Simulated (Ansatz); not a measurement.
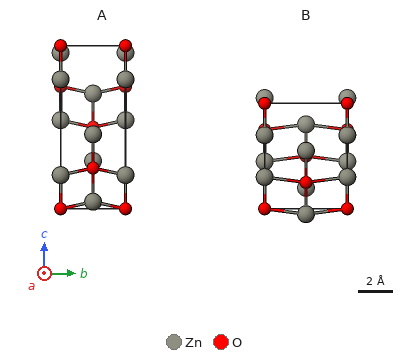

Two geometries of crystalline Zn2O (built on the anatase_141 type) (coarse preliminary run), drawn at one scale. One is the start of a relaxation, the other its converged end. The picture is a ball-and-stick view of the conventional cell (2 times the calculation's cell), seen along the a axis. Lengths and directions refer to the drawn axes.

All numbers below come from Ansatz, DFT PBE, scalar-relativistic, plane waves, PAW. Settings: plane-wave cutoff 420 eV; k-point mesh 6 × 6 × 6; occupations gaussian; smearing width 0.1 eV; no spin polarisation; cell and atoms relaxed; force threshold 0.04 eV/Å; at most 70 steps.

> Which geometry has the lower energy?

Structure B is the relaxed one. Case: anti-anatase type (I4_1/amd, No. 141). The largest moves relative to the cell, 0.60 Å, are those of Zn atoms. O stays in place. The volume changes by +5.1 %, with a = b 3.901 → 4.973 Å (+27.5 %), c 9.804 → 6.336 Å (−35.4 %). Among the contacts that change: O–Zn 1.996 → 2.507 Å, O–Zn 2.026 → 1.908 Å. The space group stays I4_1/amd (No. 141). The energy falls by 548 meV per atom in 16 accepted moves (20 points after the start). Largest force component: 1.7 eV/Å at the start, 0.0029 eV/Å at the end. Pressure: 26.20 GPa at the start and 0.15 GPa at the end. The line search rejected the trial step at point 14 of the run. At 3 points the geometry stayed and the basis and grid were re-selected for the new cell (energy shift of 31.5 meV per atom at most each time). Cost: 120 s on 1 thread of Intel(R) Xeon(R) Platinum 8375C CPU @ 2.90GHz (Ice Lake) (shared host), peak memory 0.45 GiB.
